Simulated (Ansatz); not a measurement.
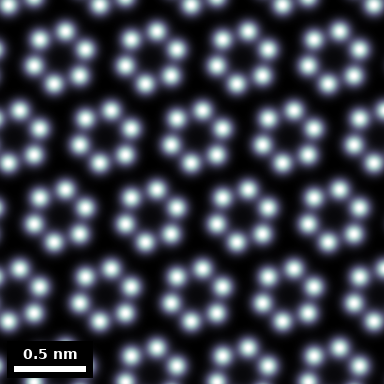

HAADF-like image of S (R-3, No. 148). Simulation: incoherent imaging, intensity Z^1.7 per atom, probe width 1.15 Å, thin sample. The probe carries 25 % of its weight in a tail 2.5 times as wide. Model: a calculation's starting geometry.

```
S
1.0
    11.00911    0.00000    0.00000
    -5.50455    9.53417    0.00000
     0.00000    0.00000    5.69118
S
18
Direct
  0.85446 0.47914 0.75473
  0.18752 0.70865 0.08807
  0.95801 0.81220 0.42140
  0.81220 0.85419 0.57860
  0.47914 0.62468 0.24527
  0.70865 0.52113 0.91193
  0.52113 0.81248 0.08807
  0.85419 0.04199 0.42140
  0.62468 0.14554 0.75473
  0.47887 0.18752 0.91193
  0.14581 0.95801 0.57860
  0.37532 0.85446 0.24527
  0.18780 0.14581 0.42140
  0.52086 0.37532 0.75473
  0.29135 0.47887 0.08807
  0.14554 0.52086 0.24527
  0.81248 0.29135 0.91193
  0.04199 0.18780 0.57860
```

Which beam direction gives this image, [112], [211], [111] or [001]? (Directions equivalent by symmetry count as one.)

[001]. The projected cells are 3.44 × 3.96 Å, 113° for [112]; 5.45 × 6.14 Å, 116° for [211]; 3.29 × 5.06 Å, 105° for [111]; 6.36 × 6.36 Å, 120° for [001], and the image repeats as the [001] one does.
